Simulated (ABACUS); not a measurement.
## PbS: band-structure run

System: PbS (Fm-3m, 2 atoms in the cell).
Method: Kohn-Sham DFT of a periodic cell, LDA-PW92, GBRV ultrasoft 1.5 LDA, no spin polarisation (ABACUS 3.10.1).

The structure derives from an entry of the Crystallography Open Database. It belongs to a series of runs on one base structure; here: bands on the converged density.

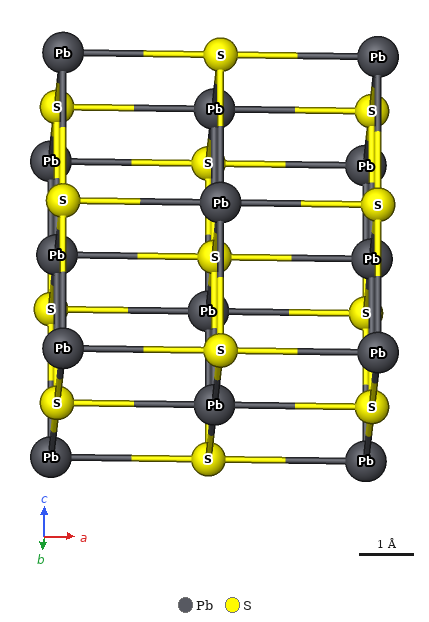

Figure 1. The input geometry (ball-and-stick view of the cell 4 times as large as that of the calculation, set on its symmetry axes, seen at an oblique angle). Near neighbours in the crystal (not all of them lie inside the picture): Pb has 6 S at 2.97 Å; S has 6 Pb at 2.97 Å.

Key numbers

- outcome: converged
- space group (tolerance 0.01 Å): Fm-3m (225)
- electrons treated: 20
- Fermi energy of the self-consistent step: 8.407 eV
- gap on the band path: 0.24 eV
- hardware: 4 threads of Intel Xeon (Sapphire Rapids), 16 GiB of memory available, shared host
- wall time: 10 s (CPU time 40 s)
- peak memory: 0.72 GiB

Remarks

Spin–orbit coupling is left out, which matters for Pb.

Input
```
INPUT_PARAMETERS
suffix              PbS
calculation         nscf
basis_type          pw
pseudo_dir          ./
symmetry            -1
dft_functional      LDA_X+LDA_C_PW
ecutwfc             40.0
pseudo_rcut         10
nspin               1
nbands              20
ks_solver           dav
smearing_method     fd
smearing_sigma      0.00367493
scf_thr             1e-08
scf_nmax            100
mixing_type         broyden
mixing_beta         0.7
ecutrho             320.0
init_chg            file
pw_diag_thr         1e-07
out_band            1
kpar                4
```

File STRU
```
ATOMIC_SPECIES
Pb 207.2000 pb_lda_v1.uspp.F.UPF
S 32.0600 s_lda_v1.4.uspp.F.UPF

LATTICE_CONSTANT
1.8897261246

LATTICE_VECTORS
0.0000000000 2.9657500000 2.9657500000
2.9657500000 0.0000000000 2.9657500000
2.9657500000 2.9657500000 0.0000000000

ATOMIC_POSITIONS
Direct

Pb
0.0
1
0.0000000000 0.0000000000 0.0000000000 1 1 1

S
0.0
1
0.5000000000 0.5000000000 0.5000000000 1 1 1
```

File KPT
```
K_POINTS
12
Line
0.00000000 0.00000000 0.00000000 10 // G
0.50000000 0.00000000 0.50000000 10 // X
0.50000000 0.25000000 0.75000000 10 // W
0.37500000 0.37500000 0.75000000 10 // K
0.00000000 0.00000000 0.00000000 10 // G
0.50000000 0.50000000 0.50000000 10 // L
0.62500000 0.25000000 0.62500000 10 // U
0.50000000 0.25000000 0.75000000 10 // W
0.50000000 0.50000000 0.50000000 10 // L
0.37500000 0.37500000 0.75000000 1 // K
0.62500000 0.25000000 0.62500000 10 // U
0.50000000 0.00000000 0.50000000 1 // X
```

Launch command:
```bash
OMP_NUM_THREADS=1 mpirun -np 4 abacus > log
```

What the program printed
```
ABACUS v3.10.1

               Atomic-orbital Based Ab-initio Computation at UStc

 ------------------------------------------------------------------------------------

 READING GENERAL INFORMATION
                           global_out_dir = OUT.PbS/
                           global_in_card = INPUT
                               pseudo_dir = ./
                              orbital_dir =
                                    DSIZE = 4
                                    GSIZE = 1

 READING UNITCELL INFORMATION
                                    ntype = 2
                  lattice constant (Bohr) = 1.88973
              lattice constant (Angstrom) = 1

 READING ATOM TYPE 1
                               atom label = Pb
                      L=0, number of zeta = 1
                      L=1, number of zeta = 1
                      L=2, number of zeta = 1
             number of atom for this type = 1

 READING ATOM TYPE 2
                               atom label = S
                      L=0, number of zeta = 1
                      L=1, number of zeta = 1
                      L=2, number of zeta = 1
             number of atom for this type = 1

                        TOTAL ATOM NUMBER = 2
DIRECT COORDINATES
    atom                   x                   y                   z     mag                  vx                  vy                  vz
taud_Pb1            0.0000000000        0.0000000000        0.0000000000  0.0000        0.0000000000        0.0000000000        0.0000000000
taud_S1            0.5000000000        0.5000000000        0.5000000000  0.0000        0.0000000000        0.0000000000        0.0000000000

                          Volume (Bohr^3) = 352.071
                             Volume (A^3) = 52.1715

 Lattice vectors: (Cartesian coordinate: in unit of a_0)
                   +0            +2.96575            +2.96575
             +2.96575                  +0            +2.96575
             +2.96575            +2.96575                  +0
 Reciprocal vectors: (Cartesian coordinate: in unit of 2 pi/a_0)
            -0.168591           +0.168591           +0.168591
            +0.168591           -0.168591           +0.168591
            +0.168591           +0.168591           -0.168591
 The esolver type has been set to : ksdft_pw

                PAO radial cut off (Bohr) = 10

 Read in pseudopotential file is pb_lda_v1.uspp.F.UPF
                     pseudopotential type = US
          exchange-correlation functional = PZ
                 nonlocal core correction = 1
                        valence electrons = 14
                                     lmax = 2
                           number of zeta = 3
                     number of projectors = 6
                           L of projector = 0
                           L of projector = 0
                           L of projector = 1
                           L of projector = 1
                           L of projector = 2
                           L of projector = 2
 XC functional updated to : LDA_X+LDA_C_PW
          exchange-correlation functional = LDA_X+LDA_C_PW
                PAO radial cut off (Bohr) = 10

 Read in pseudopotential file is s_lda_v1.4.uspp.F.UPF
                     pseudopotential type = US
          exchange-correlation functional = PZ
                 nonlocal core correction = 1
                        valence electrons = 6
                                     lmax = 2
                           number of zeta = 2
                     number of projectors = 6
                           L of projector = 0
                           L of projector = 0
                           L of projector = 1
                           L of projector = 1
                           L of projector = 2
                           L of projector = 2
 XC functional updated to : LDA_X+LDA_C_PW
          exchange-correlation functional = LDA_X+LDA_C_PW
     initial pseudo atomic orbital number = 13

 SETUP THE ELECTRONS NUMBER
            electron number of element Pb = 14
      total electron number of element Pb = 14
             electron number of element S = 6
       total electron number of element S = 6
            AUTOSET number of electrons:  = 20
                           occupied bands = 10
                                   NBANDS = 20
                                   NLOCAL = 18

%%%%%%%%%%%%%%%%%%%%%%%%%%%%%%%%%%%%%%%%%%%%%%%%%%%%%%%%%%%%%%%%%%%%%%%%%%%%%%%%%%%%%%%%%%%%%%%%%%%%%%%%%%
 Warning: the number of valence electrons in pseudopotential > 4 for Pb: [Xe] 4f14 5d10 6s2 6p2
 Pseudopotentials with additional electrons can yield (more) accurate outcomes, but may be less efficient.
 If you're confident that your chosen pseudopotential is appropriate, you can safely ignore this warning.
%%%%%%%%%%%%%%%%%%%%%%%%%%%%%%%%%%%%%%%%%%%%%%%%%%%%%%%%%%%%%%%%%%%%%%%%%%%%%%%%%%%%%%%%%%%%%%%%%%%%%%%%%%

 SETUP THE PLANE WAVE BASIS
 energy cutoff for charge/potential (unit:Ry) = 160
            fft grid for charge/potential = [ 32, 32, 32 ]
                        fft grid division = [ 1, 1, 1 ]
        big fft grid for charge/potential = [ 45, 45, 45 ]
                                     nbxx = 91125
                                     nrxx = 32768

 SETUP PLANE WAVES FOR CHARGE/POTENTIAL
                    number of plane waves = 12039
                         number of sticks = 685

 PARALLEL PW FOR CHARGE/POTENTIAL
     PROC   COLUMNS(POT)             PW
        1            685          12039
 --------------- sum -------------------
        1            685          12039
                            number of |g| = 171
                                  max |g| = 14.4105
                                  min |g| = 0

 energy cutoff for dense charge/potential (unit:Ry) = 320
      fft grid for dense charge/potential = [ 45, 45, 45 ]
                                     nrxx = 91125

 SETUP PLANE WAVES FOR dense CHARGE/POTENTIAL
                    number of plane waves = 34015
                         number of sticks = 1393

 PARALLEL PW FOR dense CHARGE/POTENTIAL
     PROC   COLUMNS(POT)             PW
        1           1393          34015
 --------------- sum -------------------
        1           1393          34015
                            number of |g| = 341
                                  max |g| = 28.8778
                                  min |g| = 0

----------- Double Check Mixing Parameters Begin ------------
mixing_type: broyden
mixing_beta: 0.7
mixing_gg0: 1
mixing_gg0_min: 0.1
mixing_ndim: 8
----------- Double Check Mixing Parameters End ------------

 SETUP K-POINTS
                                    nspin = 1
                                   nkstot = 102
K-POINTS DIRECT COORDINATES
 KPOINTS    DIRECT_X    DIRECT_Y    DIRECT_Z  WEIGHT
       1  0.00000000  0.00000000  0.00000000  1.0000
       2  0.05000000  0.00000000  0.05000000  1.0000
       3  0.10000000  0.00000000  0.10000000  1.0000
       4  0.15000000  0.00000000  0.15000000  1.0000
       5  0.20000000  0.00000000  0.20000000  1.0000
       6  0.25000000  0.00000000  0.25000000  1.0000
       7  0.30000000  0.00000000  0.30000000  1.0000
       8  0.35000000  0.00000000  0.35000000  1.0000
       9  0.40000000  0.00000000  0.40000000  1.0000
      10  0.45000000  0.00000000  0.45000000  1.0000
      11  0.50000000  0.00000000  0.50000000  1.0000
      12  0.50000000  0.02500000  0.52500000  1.0000
      13  0.50000000  0.05000000  0.55000000  1.0000
      14  0.50000000  0.07500000  0.57500000  1.0000
      15  0.50000000  0.10000000  0.60000000  1.0000
      16  0.50000000  0.12500000  0.62500000  1.0000
      17  0.50000000  0.15000000  0.65000000  1.0000
      18  0.50000000  0.17500000  0.67500000  1.0000
      19  0.50000000  0.20000000  0.70000000  1.0000
      20  0.50000000  0.22500000  0.72500000  1.0000
      21  0.50000000  0.25000000  0.75000000  1.0000
      22  0.48750000  0.26250000  0.75000000  1.0000
      23  0.47500000  0.27500000  0.75000000  1.0000
      24  0.46250000  0.28750000  0.75000000  1.0000
      25  0.45000000  0.30000000  0.75000000  1.0000
      26  0.43750000  0.31250000  0.75000000  1.0000
      27  0.42500000  0.32500000  0.75000000  1.0000
      28  0.41250000  0.33750000  0.75000000  1.0000
      29  0.40000000  0.35000000  0.75000000  1.0000
      30  0.38750000  0.36250000  0.75000000  1.0000
[... 72 further k points ...]

           k-point number in this process = 26
       minimum distributed K point number = 25

[... K-POINTS CARTESIAN COORDINATES: 26 rows ...]

[... K-POINTS DIRECT COORDINATES: 26 rows ...]

 SETUP PLANE WAVES FOR WAVE FUNCTIONS
     energy cutoff for wavefunc (unit:Ry) = 40
              fft grid for wave functions = [ 32, 32, 32 ]
                    number of plane waves = 1989
                         number of sticks = 211

 PARALLEL PW FOR WAVE FUNCTIONS
     PROC   COLUMNS(POT)             PW
        1            211           1989
 --------------- sum -------------------
        1            211           1989

 SETUP NONLOCAL PSEUDOPOTENTIALS IN PLANE WAVE BASIS
 Pb non-local projectors:
 projector 1 L=0
 projector 2 L=0
 projector 3 L=1
 projector 4 L=1
 projector 5 L=2
 projector 6 L=2
 S non-local projectors:
 projector 1 L=0
 projector 2 L=0
 projector 3 L=1
 projector 4 L=1
 projector 5 L=2
 projector 6 L=2
      TOTAL NUMBER OF NONLOCAL PROJECTORS = 36

 Init Non-Local PseudoPotential table :
 Init Non-Local-Pseudopotential done.

                                     npwx = 1540

 Make real space PAO into reciprocal space.
       max mesh points in Pseudopotential = 789
     dq(describe PAO in reciprocal space) = 0.01
                                    max q = 763

 number of pseudo atomic orbitals for Pb is 3
WARNING: norm of atomic wavefunction # 3 of atomic type Pb is 0.999552, renormalized

 number of pseudo atomic orbitals for S is 2
WARNING: norm of atomic wavefunction # 2 of atomic type S is 0.999996, renormalized

 -------------------------------------------
 NONSELF-CONSISTENT
 -------------------------------------------
                                 init_chg = file
 try to read charge from file
 Read in the charge density: OUT.PbS//PbS-CHARGE-DENSITY.restart

 PW ALGORITHM --------------- ION=   1  ELEC=   1--------------------------------
 k(1/102) Iter steps (avg)=14 threshold=1e-07
 k(2/102) Iter steps (avg)=13 threshold=1e-07
 k(3/102) Iter steps (avg)=16 threshold=1e-07
 k(4/102) Iter steps (avg)=17 threshold=1e-07
 k(5/102) Iter steps (avg)=18 threshold=1e-07
 k(6/102) Iter steps (avg)=21 threshold=1e-07
 k(7/102) Iter steps (avg)=21 threshold=1e-07
 k(8/102) Iter steps (avg)=21 threshold=1e-07
 k(9/102) Iter steps (avg)=19 threshold=1e-07
 k(10/102) Iter steps (avg)=21 threshold=1e-07
 k(11/102) Iter steps (avg)=23 threshold=1e-07
 k(12/102) Iter steps (avg)=18 threshold=1e-07
 k(13/102) Iter steps (avg)=21 threshold=1e-07
 k(14/102) Iter steps (avg)=20 threshold=1e-07
 k(15/102) Iter steps (avg)=22 threshold=1e-07
 k(16/102) Iter steps (avg)=21 threshold=1e-07
 k(17/102) Iter steps (avg)=21 threshold=1e-07
 k(18/102) Iter steps (avg)=22 threshold=1e-07
 k(19/102) Iter steps (avg)=23 threshold=1e-07
 k(20/102) Iter steps (avg)=28 threshold=1e-07
 k(21/102) Iter steps (avg)=23 threshold=1e-07
 k(22/102) Iter steps (avg)=30 threshold=1e-07
 k(23/102) Iter steps (avg)=25 threshold=1e-07
 k(24/102) Iter steps (avg)=22 threshold=1e-07
 k(25/102) Iter steps (avg)=21 threshold=1e-07
 k(26/102) Iter steps (avg)=21 threshold=1e-07
[... levels at 26 k points of this process ...]

 Density error is 0.00000000000
                          Error Threshold = 1.00000000000e-07
----------------------------------------------------------
     Energy           Rydberg                 eV
----------------------------------------------------------
 E_KohnSham     -188.2955210553      -2561.8919942312
 E_KS(sigma->0) -188.2954696705      -2561.8912951055
 E_Harris       -188.2955210553      -2561.8919942312
 E_band         -4.2759898932        -58.1778271380
 E_one_elec     -36.9892875542       -503.2650756979
 E_Hartree      31.4403616176        427.7680651804
 E_xc           -71.5168483127       -973.0366400538
 E_Ewald        -111.2296440365      -1513.3569454086
 E_entropy(-TS) -0.0001027695        -0.0013982514
 E_descf        0.0000000000         0.0000000000
 E_exx          0.0000000000         0.0000000000
 E_Fermi        0.6177879559         8.4054363560
----------------------------------------------------------

 charge density convergence is achieved
 final etot is -2561.8919942 eV
 EFERMI = 8.4054363560 eV

 STATE ENERGY(eV) AND OCCUPATIONS    NSPIN == 1
 1/26 kpoint (Cartesian) = 0.0000 0.0000 0.0000 (1459 pws)
       1       -8.41644      0.0196078
       2       -8.41644      0.0196078
       3       -8.41644      0.0196078
       4       -8.40632      0.0196078
       5       -8.40632      0.0196078
       6       -5.26634      0.0196078
       7        2.17214      0.0196078
       8        6.16175      0.0196078
       9        6.16175      0.0196078
      10        6.16175      0.0196078
      11        13.3779    1.26498e-45
      12        13.3779    1.26498e-45
      13        13.3779    1.26498e-45
      14        14.9506    2.76800e-59
      15        14.9506    2.76800e-59
      16        14.9506    2.76800e-59
      17        15.7204    5.69429e-66
      18        16.7916    2.82434e-75
      19        17.3496    4.02134e-80
      20        17.3496    4.02133e-80

 2/26 kpoint (Cartesian) = 0.0000 0.016859 0.0000 (1463 pws)
       1       -8.41709      0.0196078
       2       -8.41498      0.0196078
       3       -8.41498      0.0196078
       4       -8.40813      0.0196078
       5       -8.40568      0.0196078
       6       -5.23684      0.0196078
       7        2.07196      0.0196078
       8        6.12741      0.0196078
       9        6.12741      0.0196078
      10        6.32181      0.0196078
      11        12.8365    6.37644e-41
      12        13.2843    8.22784e-45
      13        13.2843    8.22784e-45
      14        14.7162    3.00355e-57
      15        15.1775    2.96069e-61
      16        15.1775    2.96069e-61
      17        15.7247    5.22275e-66
      18        17.1058    5.27106e-78
      19        17.3777    2.29088e-80
      20        17.4423    6.29811e-81

 3/26 kpoint (Cartesian) = 0.0000 0.033718 0.0000 (1467 pws)
       1       -8.41898      0.0196078
       2       -8.41410      0.0196078
       3       -8.41073      0.0196078
       4       -8.41073      0.0196078
       5       -8.40379      0.0196078
       6       -5.14844      0.0196078
       7        1.82234      0.0196078
       8        6.02827      0.0196078
       9        6.02827      0.0196078
      10        6.72405      0.0196078
      11        11.7653    1.28645e-31
      12        13.1225    2.09157e-43
      13        13.1225    2.09157e-43
      14        14.2505    3.33578e-53
      15        15.7288    4.81615e-66
      16        15.7322    4.49418e-66
      17        15.7322    4.49418e-66
      18        17.4620    4.24581e-81
      19        17.5477    7.65462e-82
      20        17.8107    3.97311e-84

 4/26 kpoint (Cartesian) = 0.0000 0.050577 0.0000 (1499 pws)
       1       -8.42539      0.0196078
       2       -8.42192      0.0196078
       3       -8.40404      0.0196078
       4       -8.40404      0.0196078
       5       -8.40086      0.0196078
       6       -5.00216      0.0196078
       7        1.51674      0.0196078
       8        5.87566      0.0196078
       9        5.87566      0.0196078
      10        7.15121      0.0196078
      11        10.7572    7.33436e-23
      12        13.0205    1.60721e-42
      13        13.0205    1.60721e-42
      14        13.7648    5.51658e-49
      15        15.7294    4.75954e-66
      16        16.4660    1.90158e-72
      17        16.4660    1.90157e-72
      18        17.6020    2.58494e-82
      19        17.7232    2.28697e-83
      20        18.6936        0.00000

 5/26 kpoint (Cartesian) = 0.0000 0.067437 0.0000 (1491 pws)
       1       -8.44286      0.0196078
       2       -8.42563      0.0196078
       3       -8.39716      0.0196078
       4       -8.39548      0.0196078
       5       -8.39548      0.0196078
       6       -4.80172      0.0196078
       7        1.22539      0.0196078
       8        5.68702      0.0196078
       9        5.68702      0.0196078
      10        7.18571      0.0196078
      11        10.2955    7.50968e-19
      12        13.0168    1.73195e-42
      13        13.0168    1.73195e-42
      14        13.3211    3.93955e-45
      15        15.7319    4.52055e-66
      16        17.3040    1.00071e-79
      17        17.3040    1.00071e-79
      18        17.7963    5.29710e-84
      19        17.9773    1.41962e-85
      20        19.6903        0.00000

 6/26 kpoint (Cartesian) = 0.0000 0.084296 0.0000 (1491 pws)
       1       -8.46607      0.0196078
       2       -8.42973      0.0196078
       3       -8.39306      0.0196078
       4       -8.38584      0.0196078
       5       -8.38584      0.0196078
       6       -4.55613      0.0196078
       7       0.989701      0.0196078
       8        5.48317      0.0196078
       9        5.48317      0.0196078
      10        6.56443      0.0196078
      11        10.6359    8.29918e-22
      12        12.9379    8.38805e-42
      13        13.1078    2.80607e-43
      14        13.1078    2.80607e-43
      15        15.7337    4.36435e-66
      16        18.0424    3.86446e-86
      17        18.1937    1.87186e-87
      18        18.1937    1.87186e-87
      19        18.3197    1.50876e-88
      20        20.7789        0.00000

[... levels at 20 further k points ...]

 --------------------------------------------
 !FINAL_ETOT_IS -2561.891994231169 eV
 --------------------------------------------

 Output bands in file: OUT.PbS/BANDS_1.dat
```
